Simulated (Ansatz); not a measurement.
Consider Zn₄HSe₄ (cell charge +1, with a compensating background) (distorted or defective cell).

```
Zn Se H
1.0
    -3.98200   -3.98200    0.00000
    -3.98200    3.98200    0.00000
     3.98200    0.00000   -5.25853
Zn Se H
4 4 1
Direct
  0.97459 0.00561 0.00481
  0.49399 0.49876 0.01353
  0.00177 0.49862 0.01326
  0.51321 0.00642 0.00551
  0.10516 0.60899 0.72746
  0.60196 0.12033 0.72156
  0.88629 0.88665 0.29022
  0.38035 0.36360 0.27875
  0.00100 0.30267 0.52044
```

PAW files of the earlier set (soft_1).

Method: DFT LDA, scalar-relativistic, plane waves, PAW in Ansatz.

**What can the converged valence pseudo-density and electron localisation function tell about the bonding?**

Zn–Se (2.47 Å): ρ at the midpoint is about 0.42 e/Å³; the ELF is about 0.50 at the midpoint.

**Does the calculation make it a metal, or give it a gap?**

It is gapped, with a Kohn–Sham gap of 1.3 eV on the k-point mesh, an upper bound to the gap of this method.

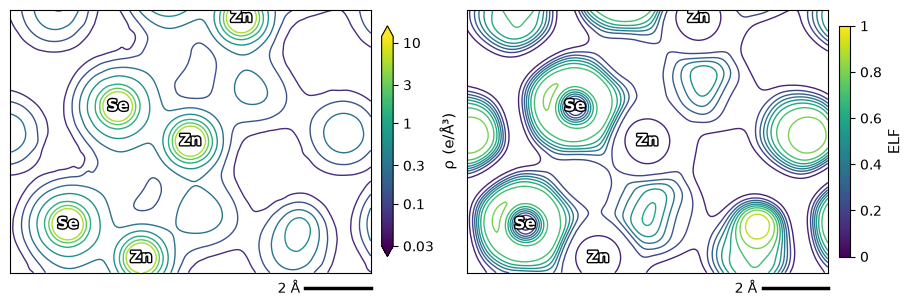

Computed valence pseudo-density and electron localisation function on the (111) plane of the calculation cell, in this order. Atoms just off the plane (H, 0.4 Å away) can leave unmarked features too.

In a PAW calculation such maps are meaningful between the atoms, not at the nuclei.
